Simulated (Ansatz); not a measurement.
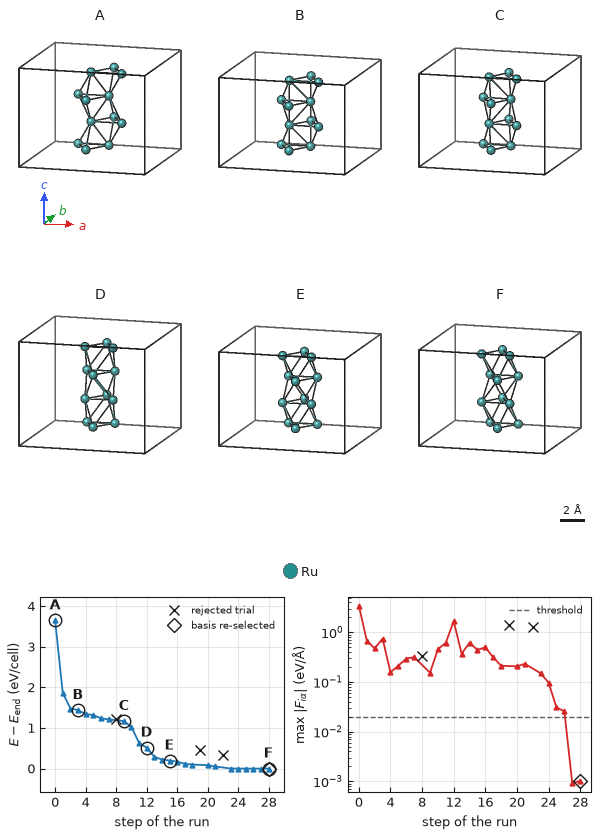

Frames of a relaxation of a wire of composition Ru, marked on the history of the run. The picture is a ball-and-stick view of the 2 repeat of the cell, with the vacuum cut short, seen slightly off an axis.

Case: wire along [0 0 1], 6 atoms a period.

The calculation used DFT PBEsol, scalar-relativistic, plane waves, PAW (Ansatz). Settings: plane-wave cutoff 420 eV; k-point mesh 1 × 1 × 13; occupations gaussian; smearing width 0.05 eV; no spin polarisation; cell relaxed at fixed a, b, alpha, beta, gamma; force threshold 0.02 eV/Å; at most 45 steps.

**Describe the path.**

The energy falls by 3.647 eV per cell of the calculation in 24 accepted moves (28 points after the start). Largest force component: 3.5 eV/Å at the start, 0.001 eV/Å at the end. The line search rejected the trial steps at points 8, 19, 22 of the run. The SCF was repeated once at an unchanged geometry on a basis and grid sized afresh for the cell, which shifted the energy by 1.0 meV per cell of the calculation at most. The largest moves relative to the layer's centre, 1.03 Å, are those of Ru atoms. Along the periodic axis the drawn cell goes c 8.504 → 8.259 Å (−2.9 %). Some distances before and after: Ru–Ru 3.764 → 2.321 Å, Ru–Ru 2.633 → 3.784 Å, Ru–Ru 2.690 → 2.466 Å, Ru–Ru 2.690 → 2.533 Å. New bonds form: Ru–Ru (3.76 → 2.32 Å). Bonds break: Ru–Ru (2.63 → 3.78 Å). Bond angles that change, for instance: Ru–Ru–Ru 59.3° → 95.5°, Ru–Ru–Ru 120.7° → 84.5°, Ru–Ru–Ru 145.7° → 132.9°. Cost: 100 s on 4 threads of Intel(R) Xeon(R) 6975P-C (Granite Rapids) (shared host), peak memory 1.4 GiB. From step 0 to 3: Ru atoms move most (0.27 Å), energy −2.208 eV per cell of the calculation. From step 3 to 9: Ru atoms move most (0.18 Å), energy −0.269 eV per cell of the calculation. From step 9 to 12: Ru atoms move most (0.36 Å), energy −0.655 eV per cell of the calculation. From step 12 to 15: Ru atoms move most (0.22 Å), energy −0.319 eV per cell of the calculation. From step 15 to 28: Ru atoms move most (0.17 Å), energy −0.197 eV per cell of the calculation.

Limits of the set-up: the k-point mesh is coarse for a cell with partly filled bands.
